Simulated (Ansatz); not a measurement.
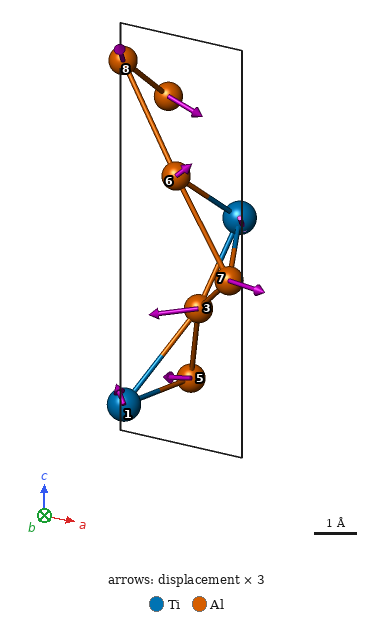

A relaxation of solid TiAl$_{3}$ (set up in P1). The starting structure is drawn; purple arrows show the displacements (the part carried along by the change of the cell is left out), 3 times their true length.

Style: ball-and-stick. Shown: the cell of the calculation, along the b axis.

Case: all atoms moved at random, sigma 0.25 Å for each component, cell strained at random, sigma 0.1; relaxed back.

Computed with DFT PBEsol, scalar-relativistic, plane waves, PAW (Ansatz 0.2.0).

The input:
```yaml
crystal:
  lattice:
    - [2.9949125084, 0.0644025215, -0.3199794945]
    - [0.1081576326, 4.638693887, 0.2731942414]
    - [-1.1259032006, 0.5723954136, 9.8193397468]
  atoms:
    - { symbol: Ti, position: [0.0287017827, 0.4809349224, 0.0645845418] }
    - { symbol: Ti, position: [-0.0189041489, 0.4276734925, 0.5881992745] }
    - { symbol: Al, position: [0.6419782847, 0.4937449661, 0.3418701754] }
    - { symbol: Al, position: [0.3942925265, 0.526689243, 0.8464824241] }
    - { symbol: Al, position: [0.5803316781, -0.0439747627, 0.167113009] }
    - { symbol: Al, position: [0.4579062856, 0.0109834975, 0.6550396673] }
    - { symbol: Al, position: [-0.1058383672, 0.0490273126, 0.4276410163] }
    - { symbol: Al, position: [0.0215319585, 0.0549213286, 0.9090688916] }
basis:
  ecutwfc: 420
kpoints:
  mp_grid: { grid: [12, 8, 4] }
hamiltonian:
  xc: pbesol
scf:
  occupations: { method: gaussian, width: 0.15 }
output:
  forces: true
  stress: true
  eigenvalues: true
relax:
  adjacent_minimum: "off"
  f_tol: 0.01
  max_steps: 80
  cell: { stress_tol: 0.1 }
```

Command:
```bash
ansatz run input.yaml --threads 2 --pin off --max-ram 5120MiB --backend cpu --events-out ev --progress --plain --runs-dir out
```

Q: What happened in the run?

A: Al3 moves most relative to the cell: 0.41 Å roughly along −a. By element the largest moves are Al 0.41 Å, Ti 0.35 Å. The drawn cell changes as follows: a 3.013 → 2.782 Å (−7.6 %), b 4.648 → 4.667 Å (+0.4 %), c 9.900 → 9.793 Å (−1.1 %), α 83.5° → 90.0°, β 102.5° → 90.0°, γ 87.8° → 90.0°; the volume changes by −5.2 %. Some distances before and after: Al5–Al7 3.690 → 2.845 Å, Al3–Al7 3.653 → 2.849 Å, Al3–Al7 (another image) 2.185 → 2.850 Å, Ti2–Al3 3.463 → 2.811 Å. New bonds form, among them: Ti2–Al3 (3.46 → 2.81 Å), Ti2–Al4 (3.47 → 2.82 Å). The space group (tolerance 0.01 Å) goes from P1 (No. 1) to Pmm2 (No. 25). The energy falls by 462 meV per atom in 8 accepted moves (10 points after the start). The largest force component goes from 4.5 to 0.0011 eV/Å. Pressure: 6.51 GPa at the start and 0.01 GPa at the end. At 2 points the geometry stayed and the basis and grid were re-selected for the new cell (energy shift of 1.6 meV per atom at most each time). The run took 4.7 min on 2 threads of AMD EPYC 7R43 64-Core Processor (Zen 3), with other jobs on the host, peak memory 1 GiB.
